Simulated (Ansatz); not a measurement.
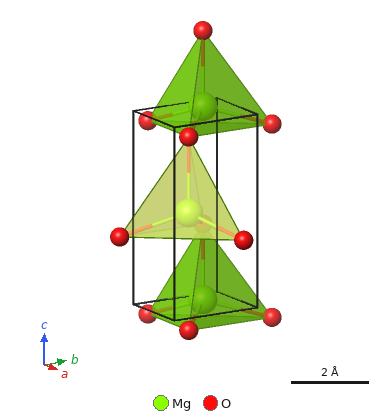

Shown here is a polyhedral view of the crystal, taken slightly off an axis. Lines trace the edges of the conventional unit cell. Some neighbours outside the box are added. Cell: a = 3.32 Å, b = 3.32 Å, c = 5.12 Å, α = 90.00°, β = 90.00°, γ = 120.00°.

The model was built from a structure listed in the Materials Project. Earlier steps of the study may have refined or changed the cell and positions. A calculation with Ansatz used it as input.

Q: Describe the crystal.

A: The stoichiometry is MgO. It belongs to space group P6_3mc (No. 186) and has a primitive hexagonal lattice. The structure is of the kind named wurtzite. Cell content 2 Mg, 2 O; Z = 2. The polyhedra are MgO4 tetrahedra; they share corners. The coordination shell of Mg holds four O in a tetrahedral arrangement at about 2.0 Å. The neighbours of O are four Mg in a tetrahedral arrangement at about 2.0 Å.

Run with DFT PBE, scalar-relativistic, plane waves, PAW (Ansatz) and these settings: plane waves up to 420 eV, a 12×12×6 sampling of the Brillouin zone, Gaussian smearing of 0.02 eV, no spin polarisation.

Q: Is it conducting or gapped at this level?

A: An insulator at this level, with a gap of 3.41 eV, direct.

Q: Predict the Bader charges.

A: Mg +1.70 e; O -1.70 e.

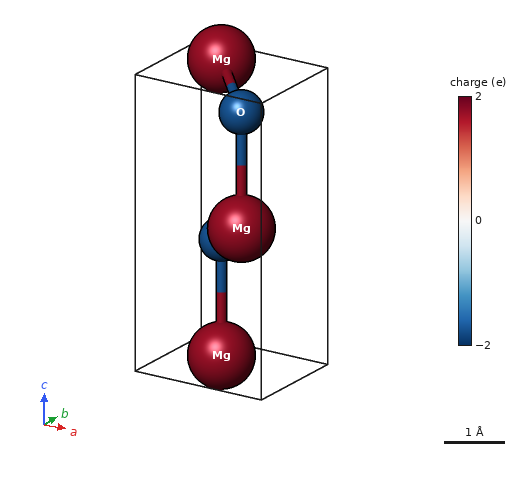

The atoms coloured by those charges. The run's cell of 4 atoms is drawn.

Q: Do the forces and the stress vanish for this geometry?

A: Yes. All forces vanish to within 0.01 eV/Å. The pressure is 0.0 GPa, close to zero.
